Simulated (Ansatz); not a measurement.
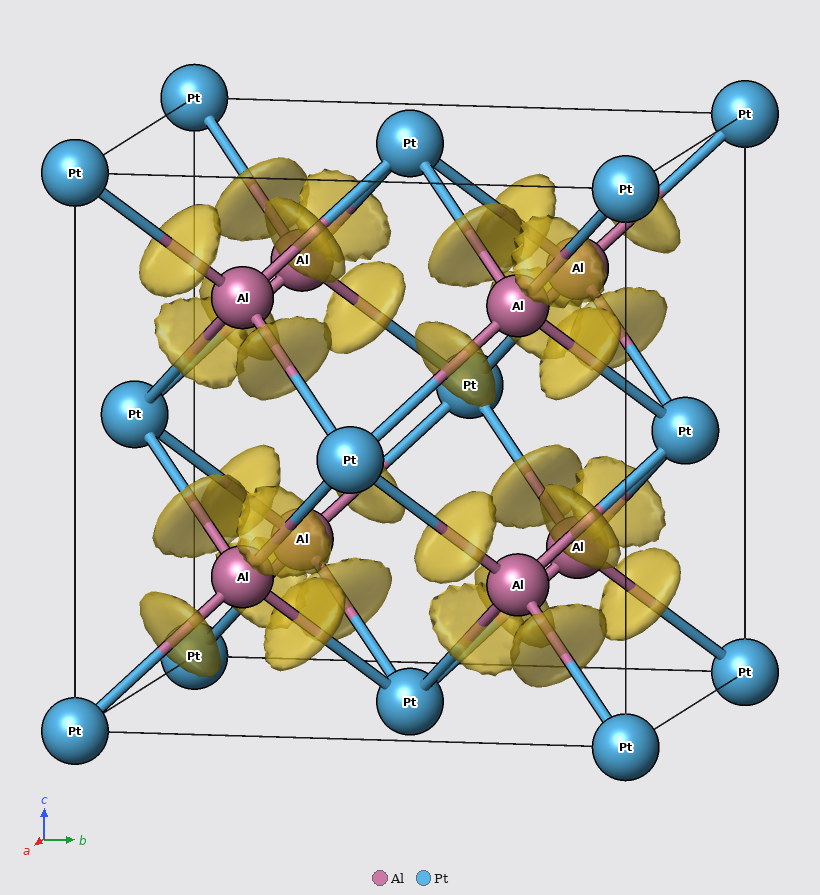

Al2Pt. Isosurface of the ELF at 0.6 (yellow), seen slightly off an axis. Only the valence region is drawn (cores and ρ < 0.01 e/Å³ removed). Sticks mark near contacts.

Space group Fm-3m.

Level of theory: DFT PBEsol, scalar-relativistic, plane waves, PAW in Ansatz.

In a PAW calculation such maps are meaningful between the atoms, not at the nuclei.

### Where are the electrons localised?

At this value the surface marks out 32 lobes of the valence shell of Al pointing towards Pt (polar bonds), counted in one cell of 12 atoms. Any copies at cell faces, edges or corners count once.

Values along the shortest contacts:
Al–Pt (2.55 Å): the ELF is about 0.50 at the midpoint.
